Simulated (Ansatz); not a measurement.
SnO2

Input file:

```
crystal:
  lattice:
    - [3.2116592179, 0.0, 0.0]
    - [-1.605829609, 2.781378471, 0.0]
    - [0.0, 0.0, 9.3128482342]
  atoms:
    - { symbol: Sn, position: [0.0, 0.0, 0.5] }
    - { symbol: Sn, position: [0.0, 0.0, 0.0] }
    - { symbol: O, position: [0.6666666667, 0.3333333333, 0.3970883154] }
    - { symbol: O, position: [0.6666666667, 0.3333333333, 0.1029116846] }
    - { symbol: O, position: [0.3333333333, 0.6666666667, 0.6029116846] }
    - { symbol: O, position: [0.3333333333, 0.6666666667, 0.8970883154] }
basis:
  ecutwfc: 520.0
kpoints:
  mp_grid: { grid: [12, 12, 4] }
hamiltonian:
  xc: lda
  pseudopotentials: { kind: paw }
  dispersion: d3bj
scf:
  occupations: { method: gaussian, width: 0.05 }
output:
  forces: true
  stress: true
  eigenvalues: true
  write_density: true
  write_potential: true
  elf: true
  volumetric_format: npy
```

Command:

```sh
ansatz run input.yaml --threads 1 --pin off --max-ram 2048MiB --backend cpu --events-out ev --progress --plain --runs-dir out
```

Below, planes, directions and counts refer to the conventional cell (a = 3.21 Å, b = 3.21 Å, c = 9.31 Å, α = 90.00°, β = 90.00°, γ = 120.00°).

Space group P6₃/mmc; a structure from a database of computed crystals, not necessarily the ambient phase; computed pressure about −3 GPa in this cell.

Theory: DFT LDA+D3(BJ), scalar-relativistic, plane waves, PAW (Ansatz).

What will maps of the valence pseudo-density and electron localisation function show?

Sn–O (2.09 Å): ρ at the midpoint is about 0.65 e/Å³; the ELF peaks at about 0.80 in the valence shell of O, 0.6 Å from its nucleus, and is about 0.25 at the midpoint; no shared electron pair shows on this line.

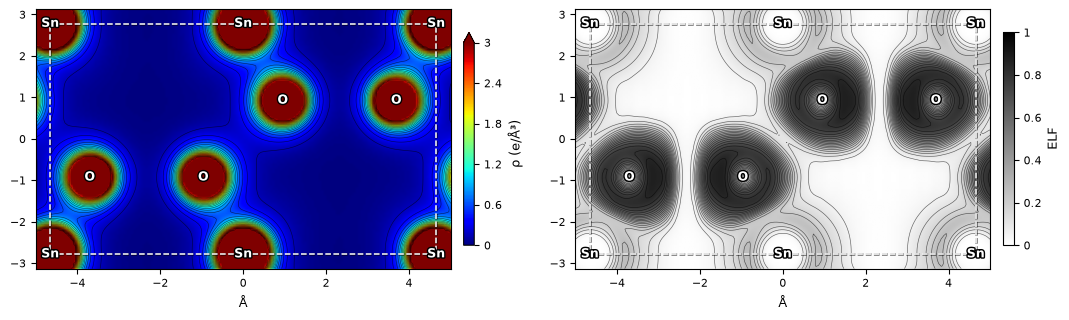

Computed valence pseudo-density and electron localisation function on the (110) plane of the conventional cell, in this order. 

In a PAW calculation such maps are meaningful between the atoms, not at the nuclei.
